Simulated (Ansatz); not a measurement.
## Fe13Co3: geometry relaxation (part 2 of 4)

Continued. System: Fe13Co3 (16 atoms in the cell). Method: DFT r2SCAN, scalar-relativistic, plane waves, PAW, spin-polarised (Ansatz 0.2.0); cutoff 500 eV, 6×6×6 k-mesh, Gaussian smearing of 0.1 eV, collinear spins. The structure derives from a Materials Project entry.

Geometry of the input (Å; fractional positions):
```
5.6927  0.0000  0.0000
0.0000  5.6927  0.0000
0.0000  0.0000  5.6911
Fe 0.5000  0.0000  0.5000
Fe 0.7483  0.2517  0.7523
Fe 0.2517  0.7483  0.2477
Fe 0.2517  0.7483  0.7523
Fe 0.2517  0.2517  0.7523
Fe 0.0000  0.0000  0.5000
Fe 0.7483  0.2517  0.2477
Fe 0.7483  0.7483  0.7523
Fe 0.7483  0.7483  0.2477
Fe 0.0000  0.5000  0.5000
Fe 0.5000  0.0000  0.0000
Fe 0.2517  0.2517  0.2477
Fe 0.0000  0.5000  0.0000
Co 0.0000  0.0000  0.0000
Co 0.5000  0.5000  0.5000
Co 0.5000  0.5000  0.0000
```

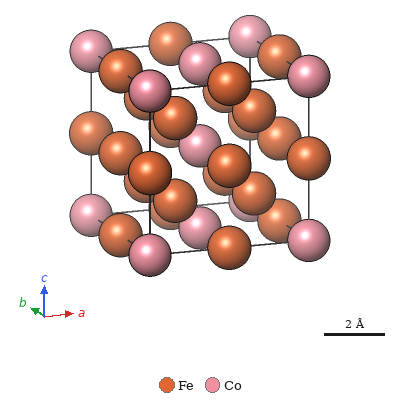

*The geometry at step 4 of the log (spheres-only view of the cell of the calculation, seen slightly off an axis).*

**What the program printed, continued**
```
SCF iter   1: F=—  HF=-73712.802054 eV  |F-HF|=—  |Δ(HF+E_count)|=         —  Δρ=2.04e-4 (↑2.04e-4 ↓1.82e-4)  dr2=1.32e-4  dr2_τ=2.18e-4  dr2_m=2.66e-5  M=39.954 μB ∫|m|=45.055 μB  β_m=1.00  ethr=4.73e-8  ⟨swp⟩=2.2  Hψ=54762  notcnv=0
preconditioner: auto → Kerker (q_TF=auto, 1.967 Å⁻¹)  [metal: Δε(μ)=0.000 eV  Ē_g=9.517 eV  σ=0.100 eV  W_gap=0.00  n_scr=26 (ndim 8)  ℏωp=31.3 eV  f_vac=0.000  D(μ)=7.54/eV (n_scr^D=80)]
spin=Collinear: Kerker preconditioning applied to the charge; magnetization (m = ρ↑ − ρ↓) channel mixes plain (no charge-response kernel on spin).
SCF iter   2: F=—  HF=-73712.802384 eV  |F-HF|=—  |Δ(HF+E_count)|=   3.30e-4  Δρ=6.34e-5 (↑4.18e-5 ↓6.34e-5)  dr2=1.69e-5  dr2_τ=8.91e-7  dr2_m=1.57e-6  M=39.954 μB ∫|m|=45.053 μB  β_m=1.00  ethr=4.73e-8  ⟨swp⟩=2.0  Hψ=24914  notcnv=0  κ⁻¹=1.0e0(r=1)
SCF iter   3: F=—  HF=-73712.802394 eV  |F-HF|=—  |Δ(HF+E_count)|=   9.95e-6  Δρ=3.61e-5 (↑3.00e-5 ↓3.61e-5)  dr2=1.11e-5  dr2_τ=6.87e-8  dr2_m=7.44e-8  M=39.955 μB ∫|m|=45.053 μB  β_m=1.00  ethr=6.51e-9  ⟨swp⟩=1.1  Hψ=14731  notcnv=0  κ⁻¹=1.2e-2(r=2)
SCF iter   4: F=—  HF=-73712.802404 eV  |F-HF|=—  |Δ(HF+E_count)|=   1.02e-5  Δρ=2.99e-5 (↑2.01e-5 ↓2.99e-5)  dr2=8.04e-6  dr2_τ=3.09e-8  dr2_m=1.22e-7  M=39.955 μB ∫|m|=45.053 μB  β_m=1.00  ethr=4.29e-9  ⟨swp⟩=1.0  Hψ=14722  notcnv=0  κ⁻¹=9.0e-4(r=3)
SCF iter   5: F=—  HF=-73712.802415 eV  |F-HF|=—  |Δ(HF+E_count)|=   1.10e-5  Δρ=1.82e-5 (↑1.22e-5 ↓1.82e-5)  dr2=3.76e-6  dr2_τ=5.49e-9  dr2_m=4.57e-8  M=39.956 μB ∫|m|=45.054 μB  β_m=1.00  ethr=3.10e-9  ⟨swp⟩=2.0  Hψ=22045  notcnv=0  κ⁻¹=3.6e-4(r=4)
SCF iter   6: F=—  HF=-73712.802417 eV  |F-HF|=—  |Δ(HF+E_count)|=   2.13e-6  Δρ=1.11e-5 (↑8.60e-6 ↓1.11e-5)  dr2=4.12e-7  dr2_τ=1.12e-8  dr2_m=2.25e-8  M=39.957 μB ∫|m|=45.054 μB  β_m=1.00  ethr=1.45e-9  ⟨swp⟩=2.0  Hψ=24993  notcnv=0  κ⁻¹=7.4e-5(r=5)
SCF iter   7: F=—  HF=-73712.802417 eV  |F-HF|=—  |Δ(HF+E_count)|=   1.68e-7  Δρ=4.04e-6 (↑4.04e-6 ↓3.55e-6)  dr2=6.19e-8  dr2_τ=1.38e-9  dr2_m=3.40e-9  M=39.957 μB ∫|m|=45.054 μB  β_m=1.00  ethr=1.59e-10  ⟨swp⟩=2.0  Hψ=25016  notcnv=0  κ⁻¹=2.5e-5(r=6)
SCF iter   8: F=—  HF=-73712.802417 eV  |F-HF|=—  |Δ(HF+E_count)|=   3.75e-8  Δρ=3.28e-6 (↑3.01e-6 ↓3.28e-6)  dr2=3.61e-8  dr2_τ=5.95e-10  dr2_m=7.07e-10  M=39.957 μB ∫|m|=45.055 μB  β_m=1.00  ethr=2.39e-11  ⟨swp⟩=2.0  Hψ=24988  notcnv=0  κ⁻¹=1.7e-5(r=7)
SCF iter   9: F=—  HF=-73712.802417 eV  |F-HF|=—  |Δ(HF+E_count)|=   3.27e-8  Δρ=1.44e-6 (↑9.22e-7 ↓1.44e-6)  dr2=7.20e-9  dr2_τ=1.07e-10  dr2_m=3.78e-10  M=39.957 μB ∫|m|=45.055 μB  β_m=1.00  ethr=1.40e-11  ⟨swp⟩=2.0  Hψ=25002  notcnv=0  κ⁻¹=3.4e-6(r=8)
SCF iter  10: F=—  HF=-73712.802417 eV  |F-HF|=—  |Δ(HF+E_count)|=   2.59e-8  Δρ=4.41e-6 (↑1.72e-6 ↓4.41e-6)  dr2=8.26e-8  dr2_τ=2.56e-10  dr2_m=4.26e-9  M=39.957 μB ∫|m|=45.055 μB  β_m=1.00  ethr=2.78e-12  ⟨swp⟩=2.0  Hψ=24955  notcnv=0  κ⁻¹=4.3e-5(r=8)
SCF iter  11: F=-73712.802417 eV  HF=-73712.802417 eV  |F-HF|=1.63e-8  |Δ(HF+E_count)|=   3.23e-9  Δρ=2.09e-6 (↑8.89e-7 ↓2.09e-6)  dr2=1.96e-8  dr2_τ=6.10e-11  dr2_m=8.16e-10  M=39.957 μB ∫|m|=45.055 μB  ethr=2.78e-12  ⟨swp⟩=6.0  Hψ=82340  notcnv=0
SCF 3 converged in 11 iterations: F = -73712.802417 eV  dr2 = 1.96e-8
  greatest PAW one-centre occupation: 1.005 electrons in one spin orbital (limit 2), on the Fe atom at site 8 (counted from 0), in its partial waves of l = 1
relax step   3: F+E_penalty+E_count = -73712.80241726 eV  Δ(F+E_penalty+E_count) = +1.047e-5 eV  max|allowed force component| = 7.953e-5 eV/Å  Δτ_max = 0.0010 Å  P = +0.000 GPa  Ω = 184.705 Å³  energy of the carried Pulay correction = -3.497e-4 eV  (11 SCF iters, dr2 threshold 6.60e-8 eV, accepted)
Initial wavefunctions: pseudopotential atomic-orbital guess (no wavefunctions were taken with the density)
iter 1 solved again at ethr=5.65e-9 eV; its pass at ethr=3.10e-3 eV (dr2=1.46e-5 eV) is discarded
SCF iter   1: F=—  HF=-73712.802763 eV  |F-HF|=—  |Δ(HF+E_count)|=         —  Δρ=2.09e-5 (↑2.09e-5 ↓1.56e-5)  dr2=1.35e-6  dr2_τ=1.19e-8  dr2_m=2.20e-8  M=39.956 μB ∫|m|=45.054 μB  β_m=1.00  ethr=5.65e-9  ⟨swp⟩=4.7  Hψ=109222  notcnv=0
preconditioner: auto → Kerker (q_TF=auto, 1.967 Å⁻¹)  [metal: Δε(μ)=0.007 eV  Ē_g=9.518 eV  σ=0.100 eV  W_gap=0.04  n_scr=26 (ndim 8)  ℏωp=31.3 eV  f_vac=0.000  D(μ)=7.52/eV (n_scr^D=80)]
spin=Collinear: Kerker preconditioning applied to the charge; magnetization (m = ρ↑ − ρ↓) channel mixes plain (no charge-response kernel on spin).
SCF iter   2: F=—  HF=-73712.802764 eV  |F-HF|=—  |Δ(HF+E_count)|=   3.91e-7  Δρ=9.33e-6 (↑9.33e-6 ↓4.71e-6)  dr2=1.23e-7  dr2_τ=1.49e-8  dr2_m=2.87e-8  M=39.957 μB ∫|m|=45.054 μB  β_m=1.00  ethr=5.22e-10  ⟨swp⟩=2.0  Hψ=20640  notcnv=0  κ⁻¹=1.0e0(r=1)
SCF iter   3: F=—  HF=-73712.802764 eV  |F-HF|=—  |Δ(HF+E_count)|=   3.49e-9  Δρ=2.81e-6 (↑2.75e-6 ↓2.81e-6)  dr2=1.94e-8  dr2_τ=1.32e-9  dr2_m=5.42e-10  M=39.957 μB ∫|m|=45.054 μB  β_m=1.00  ethr=4.74e-11  ⟨swp⟩=2.1  Hψ=23185  notcnv=0  κ⁻¹=9.6e-3(r=2)
SCF iter   4: F=—  HF=-73712.802764 eV  |F-HF|=—  |Δ(HF+E_count)|=   1.60e-8  Δρ=1.60e-6 (↑1.37e-6 ↓1.60e-6)  dr2=3.89e-9  dr2_τ=5.97e-10  dr2_m=1.93e-10  M=39.957 μB ∫|m|=45.055 μB  β_m=1.00  ethr=7.51e-12  ⟨swp⟩=2.1  Hψ=24186  notcnv=0  κ⁻¹=3.4e-4(r=3)
SCF iter   5: F=—  HF=-73712.802764 eV  |F-HF|=—  |Δ(HF+E_count)|=   3.42e-8  Δρ=7.09e-7 (↑7.09e-7 ↓5.79e-7)  dr2=6.61e-10  dr2_τ=1.06e-10  dr2_m=9.51e-11  M=39.957 μB ∫|m|=45.055 μB  β_m=1.00  ethr=1.50e-12  ⟨swp⟩=2.1  Hψ=25248  notcnv=0  κ⁻¹=3.3e-5(r=4)
SCF iter   6: F=—  HF=-73712.802764 eV  |F-HF|=—  |Δ(HF+E_count)|=   1.39e-8  Δρ=5.76e-7 (↑4.95e-7 ↓5.76e-7)  dr2=1.61e-9  dr2_τ=2.40e-11  dr2_m=1.43e-11  M=39.957 μB ∫|m|=45.055 μB  β_m=1.00  ethr=1.00e-12  ⟨swp⟩=1.8  Hψ=16844  notcnv=0  κ⁻¹=7.2e-6(r=5)
SCF iter   7: F=—  HF=-73712.802764 eV  |F-HF|=—  |Δ(HF+E_count)|=   1.09e-8  Δρ=8.20e-7 (↑8.20e-7 ↓7.17e-7)  dr2=2.98e-9  dr2_τ=9.32e-12  dr2_m=2.57e-11  M=39.957 μB ∫|m|=45.055 μB  β_m=1.00  ethr=1.00e-12  ⟨swp⟩=1.7  Hψ=18345  notcnv=0  κ⁻¹=4.2e-6(r=6)
SCF iter   8: F=—  HF=-73712.802764 eV  |F-HF|=—  |Δ(HF+E_count)|=   3.35e-9  Δρ=5.21e-7 (↑5.21e-7 ↓4.35e-7)  dr2=1.02e-9  dr2_τ=5.19e-12  dr2_m=1.25e-11  M=39.957 μB ∫|m|=45.055 μB  β_m=1.00  ethr=1.00e-12  ⟨swp⟩=2.5  Hψ=23409  notcnv=0  κ⁻¹=2.9e-6(r=7)
SCF iter   9: F=—  HF=-73712.802764 eV  |F-HF|=—  |Δ(HF+E_count)|=  6.69e-10  Δρ=2.07e-7 (↑2.07e-7 ↓2.05e-7)  dr2=1.71e-10  dr2_τ=6.12e-13  dr2_m=2.46e-12  M=39.957 μB ∫|m|=45.055 μB  β_m=1.00  ethr=1.00e-12  ⟨swp⟩=2.7  Hψ=24046  notcnv=0  κ⁻¹=8.9e-7(r=8)
SCF iter  10: F=—  HF=-73712.802764 eV  |F-HF|=—  |Δ(HF+E_count)|=  3.35e-10  Δρ=1.02e-7 (↑1.02e-7 ↓7.00e-8)  dr2=3.04e-11  dr2_τ=1.29e-13  dr2_m=7.14e-13  M=39.957 μB ∫|m|=45.055 μB  β_m=1.00  ethr=1.00e-12  ⟨swp⟩=1.0  Hψ=14720  notcnv=0  κ⁻¹=1.9e-5(r=8)
SCF iter  11: F=-73712.802764 eV  HF=-73712.802764 eV  |F-HF|=1.46e-11  |Δ(HF+E_count)|=  1.46e-11  Δρ=1.04e-7 (↑3.57e-8 ↓1.04e-7)  dr2=3.64e-11  dr2_τ=1.65e-13  dr2_m=2.35e-12  M=39.957 μB ∫|m|=45.055 μB  ethr=1.00e-12  ⟨swp⟩=5.1  Hψ=64893  notcnv=0
SCF 4 converged in 11 iterations: F = -73712.802764 eV  dr2 = 3.64e-11
relax step   4: F+E_penalty+E_count = -73712.80276378 eV  Δ(F+E_penalty+E_count) = -3.465e-4 eV  max|allowed force component| = 9.293e-5 eV/Å  Δτ_max = 0.0000 Å  P = +0.002 GPa  Ω = 184.705 Å³  stress off target by 4.84e-3 GPa  SCF on the basis re-selected at this cell (its energy is not comparable with the rows above)  (11 SCF iters)
```

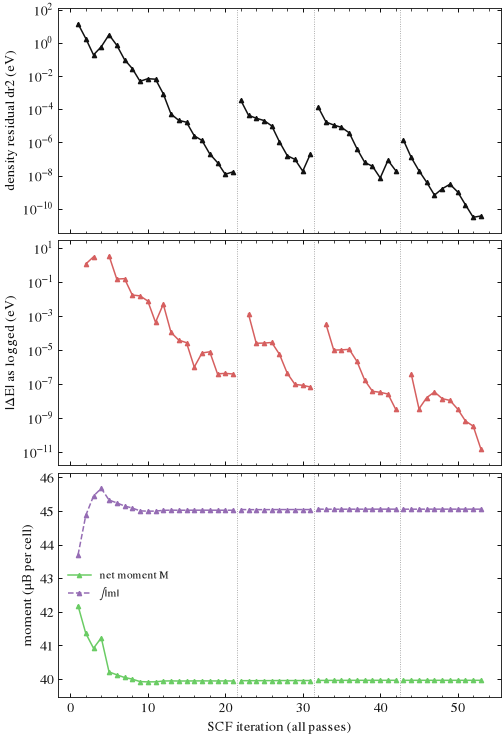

*Convergence of the self-consistent field: density residual dr2, size of the energy change and magnetic moment against the SCF iteration. The dotted lines part the SCF passes of the relaxation: geometry steps, rejected trials and re-solves on a re-selected basis.*

The passes take 21, 10, 11 and 11 iterations. The net moment goes from 42.2 to 40.0 μB per cell.

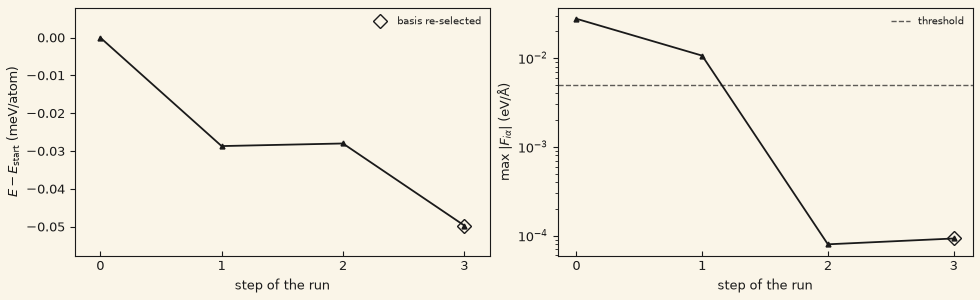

*Progress of the relaxation, step by step (the first geometry is step 0 here and step 1 in the log).*

No atom moves by more than 0.005 Å relative to the cell. The energy falls by next to nothing (0.0 meV per atom) in 2 geometry steps. Largest force component: 0.028 eV/Å at the start, under 0.0001 eV/Å at the end. The pressure goes from 0.30 to 0.00 GPa. A last SCF at the same geometry on a re-selected plane-wave basis shifts the energy by next to nothing (0.0 meV per atom).

```
basis re-selected at this cell: Δ(F+E_penalty+E_count) = -3.465e-4 eV, ΔP = +0.002 GPa vs the last step (what re-selecting the basis moved, of the pressure what is left beyond the Pulay correction that the steps carried, after the strain that the cell walked since its last selection, with what the two solves' SCF thresholds leave and, on support functions, any second-order correction that the steps lacked; it is no measure of the basis error at this ecutwfc). This SCF's stress stands 4.84e-3 GPa from its target on what of the cell is left free (relax.cell.stress_tol is 5.00e-2 GPa) and its largest allowed force component is 9.29e-5 eV/Å (relax.f_tol is 5.00e-3 eV/Å): within both
SCF converged after 11 iterations
Stability not checked: this state was not tested for a lower state beside it, because the mixer in use, unlike msr1, does not test its closes by its own steps (another_mixer; see scf.mixing.algorithm and scf.lower_state_search)
Magnetization: 39.9569 μB (149.4785 up, 109.5215 down)
Absolute magnetization: 45.0702 μB (∫|ρ↑−ρ↓|, with the PAW one-centre terms)
Spin contamination: 1.8201 ħ² per cell (⟨S²⟩ above its minimum at these occupations)
Per-site moments (μB) at R_I (Å): [(2.7696743008120315, 1.0199735779007972), (2.857882416129187, 1.0105482313617296), (2.8578824161291845, 1.0105482313617293), (2.8578824161291867, 1.0105482313617296), (2.8578824161291867, 1.0105482313617293), (2.7821843463868583, 1.0239047626097537), (2.8578824161291854, 1.0105482313617293), (2.8578824161291907, 1.0105482313617296), (2.8578824161291894, 1.0105482313617296), (2.769674300812033, 1.0199735779007972), (2.679605220600339, 1.0145159393461995), (2.8578824161291863, 1.0105482313617293), (2.6796052206003376, 1.0145159393461995), (1.9435450421203682, 1.0184681902085524), (1.9166847521473813, 1.0160271828728655), (1.9142949843096722, 1.0105482313617293)]
Free energy (F): -73712.802764 eV
Harris-Foulkes:  -73712.802764 eV  (|F-HF|=1.46e-11)
Internal energy: -73712.765159 eV  (E = F + TS)
E sigma→0 (E₀):  -73712.783962 eV
Entropy (-TS):   -0.037604 eV (-2.350 meV/atom)
Fermi energy:    18.011608 eV
--- Per-component energies (eV) ---
  E_band       = -3974.232667
  E_kinetic    = 5894.938210
  E_local      = -35931.685139  (includes V_loc(G=0)·N_el)
  E_nonlocal   = 4269.312716
  E_hartree    = 15084.075755
  E_xc         = -1941.478566
  E_vxc        = -2870.142729  (∫ρ·V_xc dr)
  E_paw        = -22502.047144  (= ΣΔE_a)
  E_vpaw       = -5706.067449  (= ΣTr[D̂ρ^β])
  E_aug_tail   = 0.003456  (compensation charges beyond the density's cutoff)
  E_vtau       = 201.256230  (kinetic-family band-sum trace: ∫τ·v_τ [+ j·A + Jᵃ·Aᵃ] dr)
  E_ewald      = -38581.235654
  E_core_change = -4.648793  (= ΣΔE_core)
  E_smearing   = -0.037604  (= −TS)
  E_closure    = 0.000000  (closes the sum)
  Σ components = -73712.802764   (vs F -73712.802764, Δ=0.00e0)
--- Forces (eV/Å), atoms counted from 1 ---
  atom   1  Fe     0.00000000     0.00000000     0.00000000
  atom   2  Fe     0.00009293    -0.00009293    -0.00007525
  atom   3  Fe    -0.00009293     0.00009293     0.00007525
  atom   4  Fe    -0.00009293     0.00009293    -0.00007525
  atom   5  Fe    -0.00009293    -0.00009293    -0.00007525
  atom   6  Fe    -0.00000000    -0.00000000     0.00000000
  atom   7  Fe     0.00009293    -0.00009293     0.00007525
  atom   8  Fe     0.00009293     0.00009293    -0.00007525
  atom   9  Fe     0.00009293     0.00009293     0.00007525
  atom  10  Fe     0.00000000     0.00000000     0.00000000
  atom  11  Fe     0.00000000     0.00000000     0.00000000
  atom  12  Fe    -0.00009293    -0.00009293     0.00007525
  atom  13  Fe    -0.00000000     0.00000000     0.00000000
  atom  14  Co    -0.00000000     0.00000000     0.00000000
  atom  15  Co    -0.00000000    -0.00000000     0.00000000
  atom  16  Co     0.00000000    -0.00000000     0.00000000
  max |Σ_I F_I| component: 6.94e-18 eV/Å
--- Stress (GPa, compression-positive) ---
        0.000055      -0.000000       0.000000
       -0.000000       0.000055       0.000000
        0.000000       0.000000       0.004838
  P = ⅓ Tr σ = 0.0016 GPa (0.016 kbar)
--- Band table (eV; the first three rows and the last of 80) ---
  k-point 0 ↑: bands = ["-82.2043", "-82.1373", "-82.1339", "-74.2669", "-74.2550", "-74.2550", "-74.2550", "-74.2502", "-74.2502", "-74.2501", "-74.2456", "-74.0097", "-73.9906", "-73.9872", "-73.7873", "-73.7852", "-44.0101", "-44.0101", "-43.9829", "-43.9748", "-43.9348", "-43.9340", "-43.9340", "-43.9225", "-43.9225", "-39.0640", "-39.0602", "-39.0516", "-39.0516", "-39.0245", "-39.0245", "-39.0216", "-39.0216", "-39.0055", "-38.9990", "-38.9912", "-38.9615", "-38.9458", "-38.9406", "-38.9374",
      "-38.9374", "-38.9045", "-38.9010", "-38.9010", "-38.8927", "-38.8613", "-38.8613", "-38.8400", "-38.8350", "-38.6813", "-38.6813", "-38.6793", "-38.6606", "-38.6606", "-38.6584", "-38.6392", "-38.6392", "-38.6256", "-38.4751", "-38.4751", "-38.4545", "-38.4545", "-38.4508", "-38.4260", "9.2365", "12.4167", "12.4428", "12.5039", "12.5348", "12.5523", "12.5542", "12.5555", "12.5555", "12.9222", "12.9296", "12.9296", "12.9338", "12.9924", "13.0339", "13.8369",
      "13.8752", "13.8752", "13.8931", "13.8931", "13.9404", "14.0179", "14.0215", "14.0215", "14.2035", "14.2058", "14.2058", "14.2153", "14.2225", "14.2249", "14.2249", "14.2836", "14.4081", "14.8902", "14.8999", "14.8999", "15.1903", "15.2457", "15.2457", "15.2784", "15.2784", "15.3229", "15.3278", "15.4006", "15.4006", "15.4756", "15.4756", "15.5570", "15.7692", "15.7991", "15.8735", "15.8950", "15.9437", "15.9653", "16.0134", "16.0606",
      "16.0606", "16.0614", "16.1594", "16.1628", "16.1628", "16.1652", "16.1816", "16.1816", "16.1982", "16.1987", "16.2021", "16.2384", "16.2787", "16.3091", "16.3131", "16.4321", "17.1350", "17.1350", "17.1816", "17.3277", "17.4328", "17.4734", "17.4734", "17.4875", "17.5001", "17.5002", "17.5002", "17.5477", "17.5502", "17.5502", "17.6263", "18.3375", "18.4076", "18.4076", "18.4583", "18.4583", "18.5203", "24.6361", "24.8628", "24.9137",
      "24.9137", "24.9256", "24.9991", "26.4223", "26.4223", "26.4301", "26.4346", "26.4346", "26.4420", "27.8960", "27.9387", "27.9387", "28.4075", "28.7024", "33.5640", "33.5877", "34.7895", "34.9724", "34.9724", "35.0325", "35.0827", "35.0827", "35.0927", "35.0927"]
```
